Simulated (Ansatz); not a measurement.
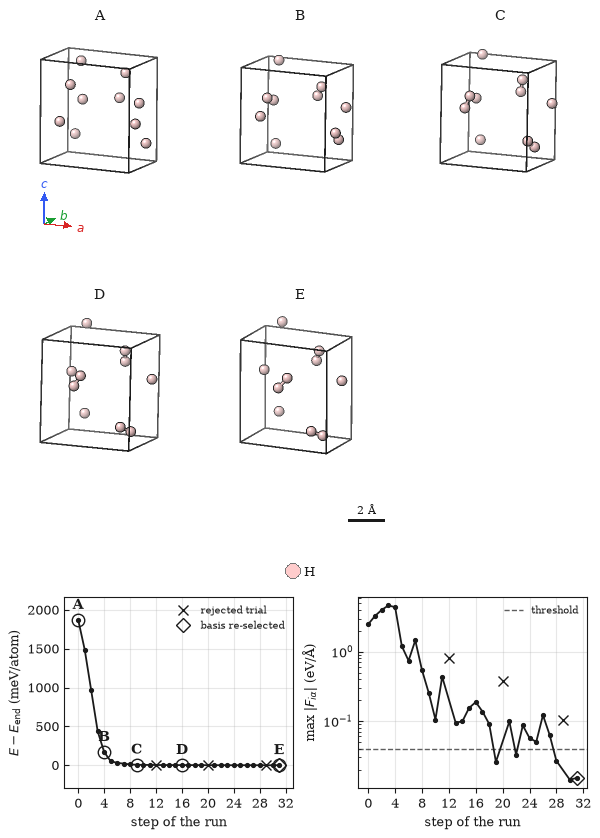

Frames of a relaxation of an amorphous cell of composition H (coarse preliminary run), marked on the history of the run. The picture is a ball-and-stick view of the cell of the calculation, seen slightly off an axis.

Case: atoms packed at random at 1.16 times the crystal's volume.

Theory: DFT PBE, scalar-relativistic, plane waves, PAW (Ansatz). Set-up: plane-wave cutoff 420 eV; k-point mesh 2 × 2 × 2; occupations gaussian; smearing width 0.1 eV; mesh shifted by (0.5, 0.5, 0.5); no spin polarisation; cell and atoms relaxed; force threshold 0.04 eV/Å; at most 70 steps.

Describe the path.

An H atom moves most relative to the cell: 1.95 Å roughly along [−3 −1 −3]. Cell: a 5.620 → 5.575 Å (−0.8 %), b 5.738 → 5.769 Å (+0.5 %), c 5.808 → 5.715 Å (−1.6 %), α 88.2° → 85.3°, β 92.7° → 94.5°, γ 102.7° → 106.3°. Volume −3.8 %. Among the contacts that change: H–H 2.160 → 0.751 Å, H–H 1.878 → 0.751 Å, H–H 1.806 → 0.751 Å, H–H 1.665 → 0.751 Å. New bonds form: H–H (1.67 → 0.75 Å), H–H (1.80 → 0.75 Å), H–H (1.81 → 0.75 Å), H–H (1.88 → 0.75 Å). The energy falls by 1870 meV per atom in 27 accepted moves (31 points after the start). Largest force component: 2.5 eV/Å at the start, 0.015 eV/Å at the end. Pressure: −8.31 GPa at the start and 0.02 GPa at the end. The line search rejected the trial steps at points 12, 20, 29 of the run. At 1 point the geometry stayed and the basis and grid were re-selected for the new cell (energy shift of 0.3 meV per atom at most each time). Cost: 12 s on 2 threads of AMD EPYC 9R45 96-Core Processor (Zen 5), with other jobs on the host, peak memory 0.38 GiB. From step 0 to 4: an H atom moves most (0.59 Å), volume −15.3 %, energy −1701 meV per atom. From step 4 to 9: an H atom moves most (0.77 Å), volume +8.4 %, energy −163 meV per atom. From step 9 to 16: an H atom moves most (0.72 Å), volume +12.0 %, energy −4.7 meV per atom. From step 16 to 31: an H atom moves most (0.57 Å), volume −6.4 %, energy −1.3 meV per atom.

| step | E − E(0), meV/atom | largest force component, eV/Å | pressure, GPa | volume, Å³/atom | note |
| --- | --- | --- | --- | --- | --- |
| 0 | 0.00 | 2.4864 | -8.31 | 18.245 |  |
| 1 | -382.76 | 3.2640 | -8.81 | 17.054 |  |
| 2 | -906.71 | 3.9950 | -7.85 | 16.200 |  |
| 3 | -1433.61 | 4.6282 | -2.26 | 15.611 |  |
| 4 | -1700.99 | 4.3755 | 0.83 | 15.460 |  |
| 5 | -1817.57 | 1.1963 | 0.92 | 15.479 |  |
| 6 | -1839.65 | 0.7410 | 0.71 | 15.747 |  |
| 7 | -1849.38 | 1.4528 | 0.65 | 16.220 |  |
| 8 | -1859.71 | 0.5409 | 0.24 | 16.446 |  |
| 9 | -1863.76 | 0.2554 | 0.19 | 16.752 |  |
| 10 | -1865.98 | 0.1052 | 0.16 | 17.120 |  |
| 11 | -1866.22 | 0.4349 | -0.25 | 17.523 |  |
| 12 | -1864.97 | 0.8046 | -0.01 | 17.901 | rejected |
| 13 | -1867.67 | 0.0952 | -0.01 | 17.797 |  |
| 14 | -1868.10 | 0.0987 | 0.00 | 18.108 |  |
| 16 | -1868.42 | 0.1880 | -0.05 | 18.764 |  |
| 17 | -1868.52 | 0.1371 | -0.08 | 18.766 |  |
| 18 | -1868.67 | 0.0907 | -0.04 | 18.670 |  |
| 19 | -1869.08 | 0.0258 | -0.01 | 18.263 |  |
| 20 | -1869.19 | 0.3753 | -0.20 | 17.578 | rejected |
| 21 | -1869.42 | 0.0986 | 0.02 | 17.900 |  |
| 22 | -1869.65 | 0.0328 | 0.00 | 17.700 |  |
| 23 | -1869.86 | 0.0865 | -0.04 | 17.431 |  |
| 24 | -1869.95 | 0.0571 | 0.04 | 17.381 |  |
| 25 | -1870.02 | 0.0501 | 0.00 | 17.354 |  |
| 27 | -1869.99 | 0.0629 | 0.01 | 17.525 |  |
| 28 | -1870.04 | 0.0267 | -0.01 | 17.502 |  |
| 29 | -1869.99 | 0.1038 | -0.09 | 17.608 | rejected |
| 30 | -1870.04 | 0.0143 | -0.01 | 17.555 |  |
| 31 | -1869.71 | 0.0152 | 0.02 | 17.555 | same geometry, new basis |

Limits of the set-up: the periodic images lie only 5.6 Å apart, so the values are limited by the cell's size.
